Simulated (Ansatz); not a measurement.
WS₂ (space group P4_2/mnm, No. 136). Coordinates: the geometry relaxed with DFT, PBE, plane waves, PAW in Ansatz; the starting structure was generated, so it need not be a known form of this composition.

```
W S
1.0
     5.87589    0.00000    0.00000
     0.00000    5.87589    0.00000
     0.00000    0.00000    3.22932
W S
2 4
Direct
  0.00000 0.00000 0.00000
  0.50000 0.50000 0.50000
  0.28622 0.28622 0.00000
  0.21378 0.78622 0.50000
  0.78622 0.21378 0.50000
  0.71378 0.71378 0.00000
```

Describe how the polyhedra about W are linked (bonds: S–W below 2.7 Å).

W: WS6 octahedron, sharing corners with eight neighbours and edges with two neighbours.

They form a three-dimensional framework of corner- and edge-sharing octahedra.

Centre to centre across a shared corner: 4.46 Å; across a shared edge: 3.23 Å.

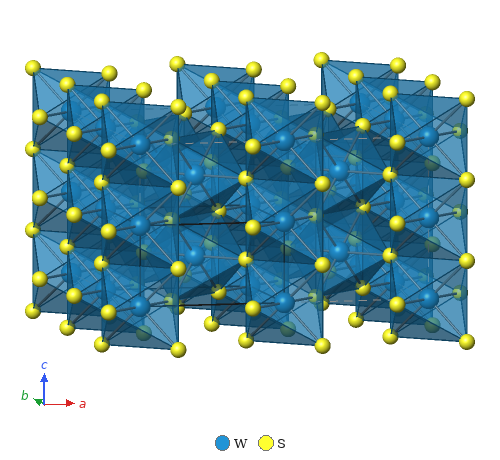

Polyhedra are drawn about W (bonds: S–W below 2.7 Å); other atoms are plain spheres.
